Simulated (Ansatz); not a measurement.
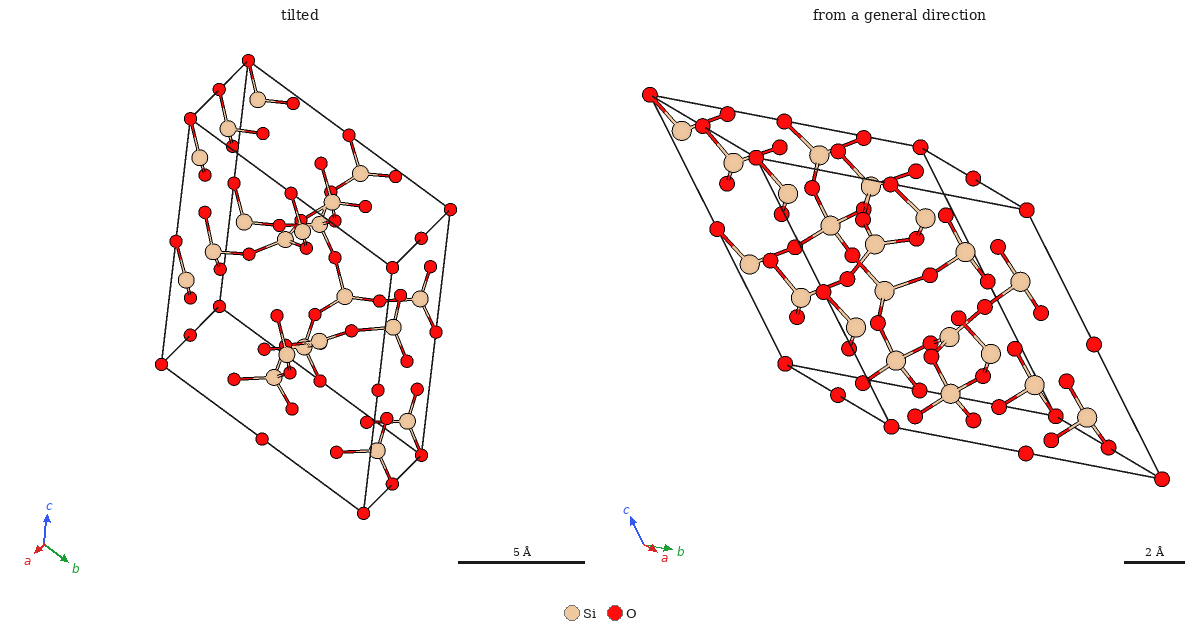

Ball-and-stick representation of a periodic structure, projected slightly off an axis and from a general direction. The supercell is drawn as a box. The host is SiO₂, in a cell of 48 sites, and the cell carries a charge of +2.

**Identify the point defect.**

An oxygen vacancy. Around the empty site lie two Si at about 2.3 Å.

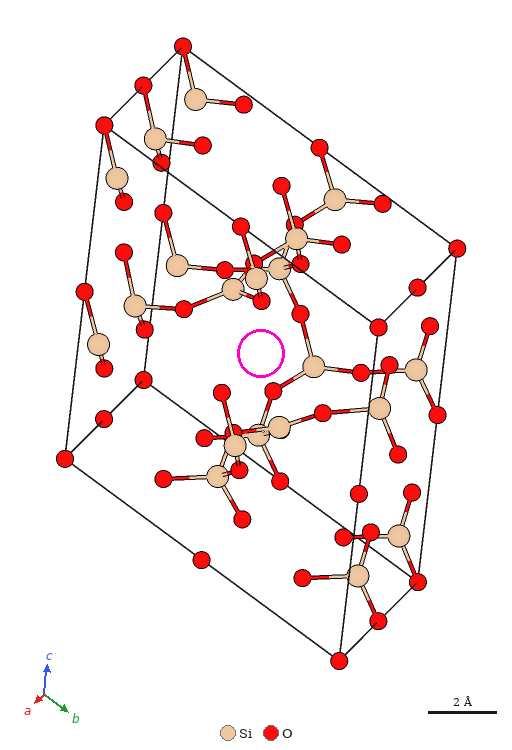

The same cell with a ring at the defect's site.

The atoms were relaxed in the host's cell with DFT PBE, scalar-relativistic, plane waves, PAW (Ansatz 0.2.0).
